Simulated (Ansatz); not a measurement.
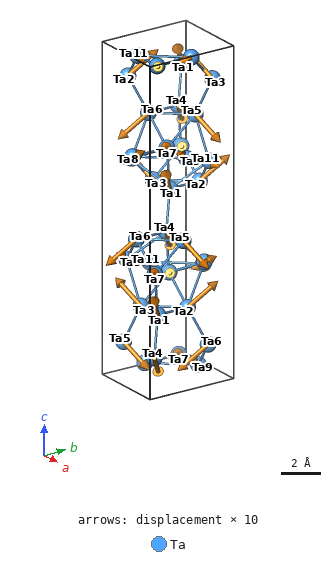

This is a relaxation of crystalline Ta (built on the alpha-boron_166 type) (coarse preliminary run). The starting structure is drawn; orange arrows show the displacements (the part carried along by the change of the cell is left out), 10 times their true length.

A ball-and-stick model of the conventional cell (3 times the calculation's cell), seen slightly off an axis. Lengths and directions refer to the drawn axes.

Case: alpha-boron type (R-3m, No. 166).

These are results of DFT PBE, scalar-relativistic, plane waves, PAW (Ansatz 0.2.0), not measurements.

Input file:
```yaml
crystal:
  lattice:
    - [3.4191216666, 1.9740308146, 5.830977482]
    - [-3.4191216666, 1.9740308146, 5.830977482]
    - [0.0, -3.9480616291, 5.830977482]
  atoms:
    - { symbol: Ta, position: [0.01019, 0.65361, 0.01019] }
    - { symbol: Ta, position: [0.01019, 0.01019, 0.65361] }
    - { symbol: Ta, position: [0.65361, 0.01019, 0.01019] }
    - { symbol: Ta, position: [0.98981, 0.34639, 0.98981] }
    - { symbol: Ta, position: [0.34639, 0.98981, 0.98981] }
    - { symbol: Ta, position: [0.98981, 0.98981, 0.34639] }
    - { symbol: Ta, position: [0.22118, 0.6306, 0.22118] }
    - { symbol: Ta, position: [0.22118, 0.22118, 0.6306] }
    - { symbol: Ta, position: [0.6306, 0.22118, 0.22118] }
    - { symbol: Ta, position: [0.77882, 0.3694, 0.77882] }
    - { symbol: Ta, position: [0.3694, 0.77882, 0.77882] }
    - { symbol: Ta, position: [0.77882, 0.77882, 0.3694] }
basis:
  ecutwfc: 420
kpoints:
  mp_grid: { grid: [3, 3, 3] }
hamiltonian:
  xc: pbe
scf:
  occupations: { method: gaussian, width: 0.1 }
  lower_state_search: "off"
output:
  forces: true
  stress: true
  eigenvalues: true
relax:
  adjacent_minimum: "off"
  f_tol: 0.04
  max_steps: 70
  cell: { stress_tol: 0.4 }
```

> What happened in the run?

The largest moves relative to the cell, 0.21 Å, are those of Ta1, Ta2, Ta3, Ta4, Ta5 and Ta6. Ta3 goes roughly along [−3 −1 1]. Cell: a = b 6.838 → 7.096 Å (+3.8 %), c 17.493 → 21.269 Å (+21.6 %). Volume +30.9 %. Near-neighbour distances that change, for instance: Ta1–Ta4 2.324 → 2.849 Å, Ta1–Ta2 2.438 → 2.825 Å, Ta1–Ta7 2.503 → 2.858 Å, Ta7–Ta11 2.482 → 2.717 Å. Among the angles between lasting bonds that change: Ta4–Ta1–Ta7 129.2° → 145.5°, Ta2–Ta1–Ta4 115.0° → 104.7°, Ta4–Ta1–Ta11 124.0° → 127.9°. The space group stays R-3m (No. 166). Over 6 accepted moves (7 points after the start) the energy falls by 1102 meV per atom. The largest force component goes from 5 to 0.015 eV/Å. Pressure: 54.73 GPa at the start and 0.12 GPa at the end. At 1 point the geometry stayed and the basis and grid were re-selected for the new cell (energy shift of 4.8 meV per atom at most each time).
